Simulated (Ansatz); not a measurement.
# P (layers cut from the bulk crystal): the G0W0 gap against the k mesh

Wanted: mesh convergence of the gap correction in P (layers cut from the bulk crystal).

Calculated with Ansatz 0.2.0; G0W0 on PBE, plane waves, PAW.

### 1. Set-up

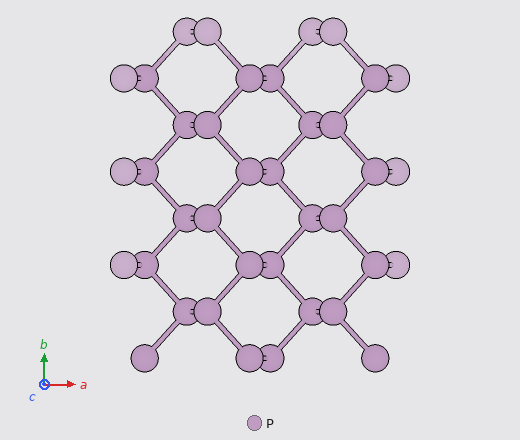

Start, viewed from above; phosphorus pink. 2×3×1 cells are drawn. Some periodic images of atoms are drawn too.

The cell holds 4 atoms: 4 P. Cell: a = 4.440 Å, b = 3.297 Å, c = 27.400 Å, α = 90.0°, β = 90.0°, γ = 90.0°. It derives from P. Vacuum lies along c.

The structure was relaxed with PBE-D3(BJ). The runs that relaxed it are not among those shown. The default PAW set here is soft_1. Its files were made with PBE. The Coulomb interaction is cut off across the vacuum.

### 2. The 2×2×1 mesh

Now the one-shot GW correction: screening in the RPA, then the self-energy of the levels asked for.

File input.yaml:

```yaml
crystal:
  lattice:
    - [4.4396593299, 0.0, 0.0]
    - [0.0, 3.2973472277, 0.0]
    - [0.0, 0.0, 27.4]
  atoms:
    - { symbol: P, position: [0.4175149717, 0.3983795, 0.4612761587] }
    - { symbol: P, position: [0.0824850283, 0.8983795, 0.4612761587] }
    - { symbol: P, position: [0.9175149717, 0.8983795, 0.5387238413] }
    - { symbol: P, position: [0.5824850283, 0.3983795, 0.5387238413] }
  periodic: [true, true, false]
kpoints:
  mp_grid: { grid: [2, 2, 1] }
hamiltonian:
  xc: pbe
  pseudopotentials: { kind: paw, azcp: { folder: "./paw" } }
scf:
  occupations: { method: fixed }
gw:
  n_empty_bands: 302
  ecut_chi: 48.0
  qp_bands: [v2, c2]
  qp_kpoints: band_edges
  screening: { model: contour_deformation }
```

Run with:

```console
ansatz run input.yaml --threads 3 --pin off --max-ram 92160MiB --backend cuda --events-out ev --progress --plain --runs-dir out --devices 1 --max-vram 13GiB
```

Numbers of over 12 decimals in the logs are rounded to 6 here.

Log:

```text
GPUs: using 1 of 1 available (devices: 1).
Engine: ansatz 0.2.0, x86_64-unknown-linux-gnu
Pseudopotentials: kind: paw
Pseudopotential: P, paw, valence charge 5, recommended cutoff 420 eV (normal), <dir>
Functional definition: PBE
  parameter kappa = 0.804
  parameter beta = 0.066725
  exchange = pbe_x(kappa = kappa, mu = beta*pi^2/3)
  correlation = pbe_c(beta = beta)
concurrent solve slots: 2 of 3 are kept, ahead of what memory takes: no pass of the eigensolver takes more rounds on 2
device memory: the entry about to start is reckoned to put 1.4 GiB on a device that reports 68.8 GiB free (of which the cap on the GPU budget leaves the run 13.0 GiB)
GPU FFT provider: cuFFT
GPU libraries: cuBLAS 13.8.2, cuFFT 12.4.0, cuSOLVER 12.3.4
Crystal: 4 atoms, lattice volume = 401.111 Å³
Basis set: ecut = 420 eV, 7891 PW (Γ)
Bands: 14, of which v1, the nominal top of the filled ones, is band 10 counted from 1 (9 counted from 0)
Symmetry: 8 space group operations
Space group: Pmna (ITA 53), of the structure as read, at distance tolerance 7.4e-5 Å
k-points: 4
Non-local potential: P, projectors of the file, l = 0: 2, l = 1: 2, l = 2: 1
PAW form: soft (Blöchl's): semilocal exchange-correlation on the pseudo side does not see the compensation charge
PAW one-centre angular grid: P, 110 points (default); XC on 64 Gauss nodes
Initial density: superposition of atomic densities (neutral atoms: chi_scale 0, normalization atom)
Initial wavefunctions: pseudopotential atomic-orbital guess
GPU buffer pool allocated for 138240 grid points (all kernels)
GPU transforms: local potential and band sums: pruned to the plane-wave sphere, on 30×24×192
Functional: x = pbe(κ = 0.804, μ = 0.219515), c = pbe(β = 0.066725)
SCF iter   1: F=—  HF=-3021.755522 eV  |F-HF|=—  |Δ(HF+E_count)|=         —  Δρ=1.89e-2  dr2=1.11e0  ethr=3.10e-3  ⟨swp⟩=8.5  Hψ=437  notcnv=0  defer=8
preconditioner: auto → Resta (q_TF=auto, 1.655 Å⁻¹)  ε∞=1.9  [insulator: Δε(μ)=0.891 eV  Ē_g=8.677 eV  n_scr=28 (ndim 8)  ℏωp=8.3 eV  f_vac=0.742  ε∞_Penn≈1.9  vacuum switching on, ρ_ref=5.5e-3 e/Å³]
SCF iter   2: F=—  HF=-3021.541380 eV  |F-HF|=—  |Δ(HF+E_count)|=   2.14e-1  Δρ=9.67e-3  dr2=2.52e-1  ethr=3.10e-3  ⟨swp⟩=3.0  Hψ=125  notcnv=0  defer=8
SCF iter   3: F=—  HF=-3021.495350 eV  |F-HF|=—  |Δ(HF+E_count)|=   4.60e-2  Δρ=1.03e-3  dr2=1.35e-2  ethr=1.26e-3  ⟨swp⟩=3.0  Hψ=102  notcnv=0  defer=8
SCF iter   4: F=—  HF=-3021.492389 eV  |F-HF|=—  |Δ(HF+E_count)|=   2.96e-3  Δρ=2.77e-4  dr2=2.83e-4  ethr=6.76e-5  ⟨swp⟩=3.8  Hψ=140  notcnv=0  defer=8
SCF iter   5: F=—  HF=-3021.492558 eV  |F-HF|=—  |Δ(HF+E_count)|=   1.69e-4  Δρ=7.14e-5  dr2=1.71e-5  ethr=1.41e-6  ⟨swp⟩=3.2  Hψ=144  notcnv=0  defer=8
SCF iter   6: F=—  HF=-3021.492570 eV  |F-HF|=—  |Δ(HF+E_count)|=   1.22e-5  Δρ=1.14e-5  dr2=7.81e-7  ethr=8.54e-8  ⟨swp⟩=3.0  Hψ=115  notcnv=0  defer=8
SCF iter   7: F=-3021.492570 eV  HF=-3021.492570 eV  |F-HF|=8.24e-9  |Δ(HF+E_count)|=   1.58e-7  Δρ=3.47e-6  dr2=4.34e-8  ethr=5.00e-10  ⟨swp⟩=12.8  Hψ=397  notcnv=0
SCF 1 converged in 7 iterations: F = -3021.492570 eV  dr2 = 4.34e-8
[...]
concurrent solve slots: 2 of 3 are kept, ahead of what memory takes: no pass of the eigensolver takes more rounds on 2
device memory: the entry about to start is reckoned to put 1.8 GiB on a device that reports 69.3 GiB free (of which the cap on the GPU budget leaves the run 13.0 GiB)
NSCF: frozen V_eff on 4 k-points
[...]
concurrent solve slots: 2 of 3 are kept, ahead of what memory takes: no pass of the eigensolver takes more rounds on 2
device memory: the entry about to start is reckoned to put 3.3 GiB on a device that reports 69.7 GiB free (of which the cap on the GPU budget leaves the run 13.0 GiB)
NSCF: frozen V_eff on 4 k-points
G₀W₀ screening: q 1/4
[... further progress lines ...]
SCF converged after 7 iterations
Free energy (F): -3021.492570 eV
Harris-Foulkes:  -3021.492570 eV  (|F-HF|=8.24e-9)
Internal energy: -3021.492570 eV  (E = F + TS)
E sigma→0 (E₀):  -3021.492570 eV
Fermi energy:    -4.772454 eV
--- Per-component energies (eV) ---
  E_band       = -218.247445
  E_kinetic    = 275.604682
  E_local      = -13754.869462  (includes V_loc(G=0)·N_el)
  E_nonlocal   = 130.173970
  E_hartree    = 6702.160616
  E_xc         = -290.627328
  E_vxc        = -242.667088  (∫ρ·V_xc dr)
  E_paw        = -2232.660861  (= ΣΔE_a)
  E_vpaw       = -30.810074  (= ΣTr[D̂ρ^β])
  E_aug_tail   = -0.000001  (compensation charges beyond the density's cutoff)
  E_ewald      = 6148.725814
  E_smearing   = -0.000000  (= −TS)
  E_closure    = 0.000000  (closes the sum)
  Σ components = -3021.492570   (vs F -3021.492570, Δ=0.00e0)
--- Band table (eV) ---
  k-point 0: bands = [... 6 lower, -8.2269, -6.6624, -6.5596, -4.7725, -4.0716, -3.2431, -2.0996, -1.2844]
  k-point 1: bands = [... 6 lower, -7.4920, -7.4920, -6.8176, -6.8176, -3.4796, -3.4796, -2.8360, -2.8360]
  k-point 2: bands = [... 6 lower, -7.3383, -7.3383, -5.7845, -5.7845, -2.7280, -2.7280, -1.2921, -1.2921]
  k-point 3: bands = [... 6 lower, -9.6215, -9.6215, -6.0959, -6.0959, -2.3889, -2.3889, -0.4875, -0.4875]
--- G₀W₀: contour deformation, 7 samples at zero and on the imaginary axis and 1 off it, 4 q-points, 302 empty bands' worth ---
  eigenvalues of the whole cell's RPA ε∞ on this k-mesh (on a slab, of 1 + 4πα/V) = 1.1596, 4.3797, 24.4338; static W/v taken at q = 0 is 0.311892
  gw.qp_kpoints: band_edges: 4 of 4 stored k-points solved, in 1 pass; an edge of the gap read off the rows below is read off those points alone
    ik  band        ε_KS         Σx   Σc(E_QP)       V_xc       Z   E_QP_lin       E_QP  E_QP is
     0     9     -6.5596   -17.8253     2.8901   -15.0567  0.6285    -6.4401    -6.4382  root
     0    10     -4.7725   -15.4958     1.9149   -13.7756  0.6375    -4.5818    -4.5778  root
     0    11     -4.0716    -7.4886    -3.6175   -11.1875  0.6522    -3.9896    -3.9903  root
     0    12     -3.2431    -6.9320    -4.9622   -12.2506  0.6336    -2.8669    -2.8867  root
     1     9     -6.8176   -15.1692     2.3382   -12.9500  0.6192    -6.7006    -6.6987  root
     1    10     -6.8176   -15.1692     2.3382   -12.9500  0.6192    -6.7006    -6.6987  root
     1    11     -3.4796    -7.7089    -4.1881   -12.1373  0.6436    -3.2311    -3.2393  root
     1    12     -3.4796    -7.7089    -4.1881   -12.1373  0.6436    -3.2311    -3.2393  root
     2     9     -5.7845   -15.8723     2.0484   -13.9817  0.6315    -5.6296    -5.6268  root
     2    10     -5.7845   -15.8723     2.0484   -13.9817  0.6315    -5.6296    -5.6268  root
     2    11     -2.7280    -8.3430    -4.7626   -13.4684  0.6260    -2.3424    -2.3652  root
     2    12     -2.7280    -8.3430    -4.7626   -13.4684  0.6260    -2.3424    -2.3652  root
     3     9     -6.0959   -15.4046     2.2920   -13.2256  0.6282    -5.9844    -5.9829  root
     3    10     -6.0959   -15.4046     2.2920   -13.2256  0.6282    -5.9844    -5.9829  root
     3    11     -2.3889    -7.3174    -4.2545   -11.7837  0.6418    -2.1711    -2.1771  root
     3    12     -2.3889    -7.3174    -4.2545   -11.7837  0.6418    -2.1711    -2.1771  root
```

Run time: 20 s. Hardware: 1 × NVIDIA H100 80GB HBM3 (shared by 6 runs) with 3 threads of AMD EPYC 7R13 (Zen 3), shared host; peak memory 1.3 GiB.

Reading the cycles: dr2 is the Hartree energy of the density residual (eV), the measure of convergence; HF is the Harris–Foulkes estimate of the energy, which meets the free energy F at convergence.

This step gave:

- bands summed: 312
- plane waves in the screening matrix: 309
- q-points in the mesh: 4
- G0W0 gap on the mesh: 0.5875 eV
- k of the valence top: 0, 0, 0
- k of the conduction bottom: 0, 0, 0
- starting gap on the mesh: 0.7009 eV
- Z at the valence top: 0.6375
- Z at the conduction bottom: 0.6522
- least direct G0W0 gap on the computed points: 0.5875 eV

The gap on the mesh goes from 0.70 eV to 0.59 eV, a correction of −0.11 eV. Between the two edge states, bare exchange in place of the xc potential would open the gap by 5.42 eV, and correlation takes back 5.53 eV.

### 3. The 4×4×1 mesh

Only the mesh changes. It samples the long-range screening, which converges on its own terms.

input.yaml: that of step 2 with these lines changed.

```diff
@@ -12,3 +12,3 @@
 kpoints:
-  mp_grid: { grid: [2, 2, 1] }
+  mp_grid: { grid: [4, 4, 1] }
 hamiltonian:
```

Log:

```text
GPUs: using 1 of 1 available (devices: 1).
[...]
GPU FFT provider: cuFFT
GPU libraries: cuBLAS 13.8.2, cuFFT 12.4.0, cuSOLVER 12.3.4
Crystal: 4 atoms, lattice volume = 401.111 Å³
Basis set: ecut = 420 eV, 7891 PW (Γ)
Bands: 14, of which v1, the nominal top of the filled ones, is band 10 counted from 1 (9 counted from 0)
[... 1 set-up line as in the run before ...]
[...]
k-points: 9 of 16
[...]
GPU buffer pool allocated for 138240 grid points (all kernels)
[...]
SCF iter   1: F=—  HF=-3022.764825 eV  |F-HF|=—  |Δ(HF+E_count)|=         —  Δρ=1.76e-2  dr2=9.13e-1  ethr=3.10e-3  ⟨swp⟩=8.1  Hψ=1002  notcnv=0  defer=18
[...]
SCF iter   8: F=-3022.548502 eV  HF=-3022.548502 eV  |F-HF|=7.09e-10  |Δ(HF+E_count)|=   5.12e-8  Δρ=1.09e-6  dr2=4.36e-9  ethr=5.00e-10  ⟨swp⟩=13.8  Hψ=888  notcnv=0
SCF 1 converged in 8 iterations: F = -3022.548502 eV  dr2 = 4.36e-9
[...]
0     9     -6.6891   -17.1773     2.0799   -15.0258  0.6594    -6.7614    -6.7608  root
     0    10     -4.9060   -15.2292     1.3673   -13.7549  0.6645    -5.0144    -5.0131  root
     0    11     -4.1729    -7.6208    -3.2452   -11.2801  0.6773    -3.7260    -3.7588  root
     0    12     -3.3662    -7.6794    -4.1384   -12.3457  0.6701    -2.7681    -2.8383  root
     1     9     -6.5986   -15.3145     2.1516   -12.9237  0.6477    -6.8464    -6.8377  root
     1    10     -5.3799   -15.6753     1.5876   -13.9780  0.6593    -5.4910    -5.4896  root
     1    11     -3.6625    -8.0954    -3.7176   -12.2981  0.6723    -3.1247    -3.1775  root
     1    12     -3.4701    -7.5726    -3.5495   -11.5746  0.6731    -2.9752    -3.0176  root
[...]
8     9     -6.2096   -15.5199     2.0645   -13.2432  0.6486    -6.4285    -6.4218  root
     8    10     -6.2096   -15.5199     2.0645   -13.2432  0.6486    -6.4285    -6.4218  root
     8    11     -2.5098    -7.4032    -3.9523   -11.8504  0.6679    -1.9578    -2.0149  root
     8    12     -2.5098    -7.4032    -3.9523   -11.8504  0.6679    -1.9578    -2.0149  root
[key lines of the parts left out:]
SCF converged after 8 iterations
Free energy (F): -3022.548502 eV
Fermi energy:    -4.906004 eV
```

Elapsed: 24 s, on 1 × NVIDIA H100 80GB HBM3 (shared by 6 runs) with 3 threads; peak memory 1.6 GiB.

Numbers from this step:

| Quantity | Value |
| --- | --- |
| bands summed | 312 |
| plane waves in the screening matrix | 309 |
| q-points in the mesh | 16 |
| G0W0 gap on the mesh | 1.254 eV |
| k of the valence top | 0, 0, 0 |
| k of the conduction bottom | 0, 0, 0 |
| starting gap on the mesh | 0.7331 eV |
| Z at the valence top | 0.6645 |
| Z at the conduction bottom | 0.6773 |
| least direct G0W0 gap on the computed points | 1.254 eV |

Against the run with 2×2×1 mesh, 302 empty bands, screening to 48 eV, the gap moves by +0.67 eV, while the start moved by +0.03 eV.

### 4. The 6×8×1 mesh

input.yaml: that of step 3 with these lines changed.

```diff
@@ -12,3 +12,3 @@
 kpoints:
-  mp_grid: { grid: [4, 4, 1] }
+  mp_grid: { grid: [6, 8, 1] }
 hamiltonian:
```

Log:

```text
GPUs: using 1 of 1 available (devices: 1).
[...]
GPU FFT provider: cuFFT
GPU libraries: cuBLAS 13.8.2, cuFFT 12.4.0, cuSOLVER 12.3.4
Crystal: 4 atoms, lattice volume = 401.111 Å³
Basis set: ecut = 420 eV, 7891 PW (Γ)
Bands: 14, of which v1, the nominal top of the filled ones, is band 10 counted from 1 (9 counted from 0)
[... 1 set-up line as in the run before ...]
[...]
k-points: 20 of 48
[...]
16    12     -2.2045    -8.7565    -4.1938   -13.6153  0.6830    -1.4247    -1.5395  root ?
    19     9     -6.2208   -15.4932     1.9658   -13.2444  0.6729    -6.5130    -6.5039  root
    19    10     -6.2208   -15.4932     1.9658   -13.2444  0.6729    -6.5130    -6.5039  root
    19    11     -2.5187    -7.4330    -3.8449   -11.8557  0.6923    -1.8767    -1.9409  root
    19    12     -2.5187    -7.4330    -3.8449   -11.8557  0.6923    -1.8767    -1.9409  root
[key lines of the parts left out:]
SCF converged after 8 iterations
Free energy (F): -3022.627271 eV
Fermi energy:    -4.918499 eV
```

Elapsed: 36 s, on 1 × NVIDIA H100 80GB HBM3 (shared by 6 runs) with 3 threads; peak memory 2.2 GiB; 26 s of CPU time.

This step gave:

```yaml
bands_summed: 312
plane_waves_in_the_screening_matrix: 309
g0w0_gap_on_the_mesh: 1.400 eV
k_of_the_valence_top: 0, 0, 0
k_of_the_conduction_bottom: 0, 0, 0
starting_gap_on_the_mesh: 0.7373 eV
least_direct_g0w0_gap_on_the_computed_points: 1.400 eV
```

Against the run with 4×4×1 mesh, 302 empty bands, screening to 48 eV, the gap moves by +0.15 eV.

### 5. The 8×10×1 mesh

input.yaml: that of step 4 with these lines changed.

```diff
@@ -12,3 +12,3 @@
 kpoints:
-  mp_grid: { grid: [6, 8, 1] }
+  mp_grid: { grid: [8, 10, 1] }
 hamiltonian:
```

Log:

```text
GPUs: using 1 of 1 available (devices: 1).
[...]
GPU FFT provider: cuFFT
GPU libraries: cuBLAS 13.8.2, cuFFT 12.4.0, cuSOLVER 12.3.4
Crystal: 4 atoms, lattice volume = 401.111 Å³
Basis set: ecut = 420 eV, 7891 PW (Γ)
Bands: 14, of which v1, the nominal top of the filled ones, is band 10 counted from 1 (9 counted from 0)
[... 1 set-up line as in the run before ...]
[...]
k-points: 30 of 80
[...]
25    12     -2.3205    -8.9586    -4.1322   -13.7808  0.6946    -1.4992    -1.6305  root ?
    29     9     -6.2234   -15.4910     1.9430   -13.2443  0.6808    -6.5365    -6.5270  root
    29    10     -6.2234   -15.4910     1.9430   -13.2443  0.6808    -6.5365    -6.5270  root
    29    11     -2.5208    -7.4365    -3.8178   -11.8565  0.7021    -1.8517    -1.9186  root
    29    12     -2.5208    -7.4365    -3.8178   -11.8565  0.7021    -1.8517    -1.9186  root
[key lines of the parts left out:]
SCF converged after 8 iterations
Free energy (F): -3022.630636 eV
Fermi energy:    -4.921125 eV
```

It took 84 s on 1 × NVIDIA H100 80GB HBM3 (shared by 6 runs) with 3 threads; peak memory 2.7 GiB; 81 s of CPU time.

Numbers from this step:

```
bands summed                                 : 312
plane waves in the screening matrix          : 309
G0W0 gap on the mesh                         : 1.434 eV
k of the valence top                         : 0, 0, 0
k of the conduction bottom                   : 0, 0, 0
starting gap on the mesh                     : 0.7379 eV
least direct G0W0 gap on the computed points : 1.434 eV
```

Against the run with 6×8×1 mesh, 302 empty bands, screening to 48 eV, the gap moves by +0.03 eV.

### 6. The meshes together

Times are wall times on 1 × NVIDIA H100 80GB HBM3 (shared by 6 runs) with 3 threads of AMD EPYC 7R13 (Zen 3), shared host, good to a factor of about two.

| mesh | points | irreducible | start (eV) | G0W0 (eV) | shift (eV) | mean of 1 + 4πα/V (set by the cell height) | time |
| --- | --- | --- | --- | --- | --- | --- | --- |
| 2×2×1 | 4 | 4 | 0.701 | 0.588 | −0.113 | 9.99 | 20 s |
| 4×4×1 | 16 | 9 | 0.733 | 1.254 | +0.521 | 4.36 | 24 s |
| 6×8×1 | 48 | 20 | 0.737 | 1.400 | +0.662 | 3.55 | 36 s |
| 8×10×1 | 80 | 30 | 0.738 | 1.434 | +0.696 | 3.28 | 84 s |

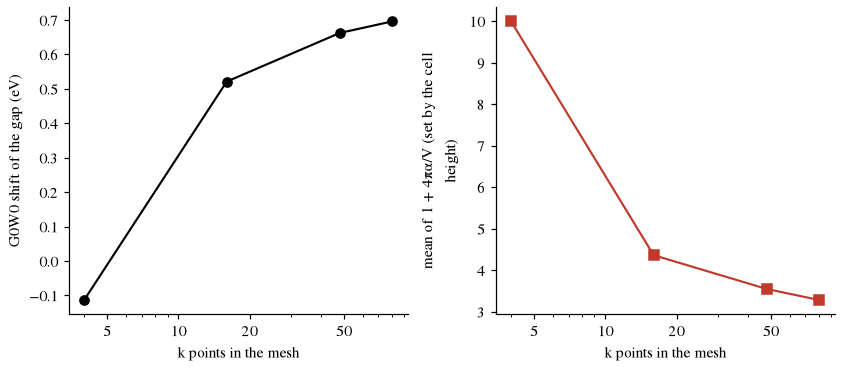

Shift and screening against the mesh.

### 7. Results

- 2×2×1: 0.588 eV (shift −0.113)
- 4×4×1: 1.254 eV (shift +0.521)
- 6×8×1: 1.400 eV (shift +0.662)
- 8×10×1: 1.434 eV (shift +0.696)
- settings: PBE start, 302 empty bands, 48 eV

The shift is −0.11 eV on 2×2×1 and +0.70 eV on 8×10×1; the last step moves it by +0.034 eV. The mean of 1 + 4πα/V (set by the cell height) ranges from 3.28 to 9.99 and ends at 3.28; the coarsest mesh overstates it. From 4 to 80 points the time grows 4.1-fold. Bands and cutoff are modest here, so the values stand off the basis limit. The mesh in the plane is coarse for a sheet; gap and any exciton binding can still move on denser ones.

[Paths, hosts, dates, memory and timing lines, banners, echoed tables and standing remarks are left out of the program output.]

[Logs are printed without paths, hosts, clocks, repeated set-up lines and the standing remarks that a program may print on its own settings, such as how far it seeks lower states.]

[Runs of the session that timed out or met a known fault of the program may be left out.]

[Cells called generated may have been cut or substituted from an entry of the Crystallography Open Database or the Materials Project.]

[Hosts, paths, dates, database ids (printed as entryN), source tags and the programs' standing remarks are cut or masked in the printed files.]
